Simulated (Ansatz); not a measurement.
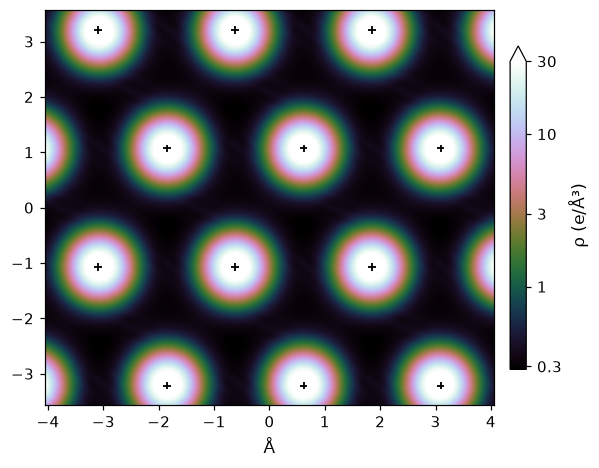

The valence electron density on a plane through atoms (crosses mark nuclei in the plane).

Computed with DFT r2SCAN, scalar-relativistic, plane waves, PAW (Ansatz 0.2.0).

Candidates:
A. Co, a = 2.47 Å, b = 2.47 Å, c = 4.03 Å, α = 90.00°, β = 90.00°, γ = 120.00°. Space group P-3m1; a structure from a database of computed crystals, not necessarily the ambient phase; spin-polarised.
B. Pt, a = 3.14 Å, b = 3.14 Å, c = 3.14 Å, α = 90.00°, β = 90.00°, γ = 90.00°. Space group Im-3m; a structure from a database of computed crystals, not necessarily the ambient phase.
C. Ge, a = 6.92 Å, b = 2.87 Å, c = 5.00 Å, α = 90.00°, β = 130.23°, γ = 90.00°. Space group C2/c; a structure from a database of computed crystals, not necessarily the ambient phase; changed on purpose from its base cell (strain -0.1000 x Voigt [0, 0, 0, 0, 0, 1], atoms carried along).

Which candidate gave the map?

Candidate A: Co on the (001) plane of the conventional cell, which holds Co. Co–Co (2.47 Å): ρ is about 0.37 e/Å³ halfway.
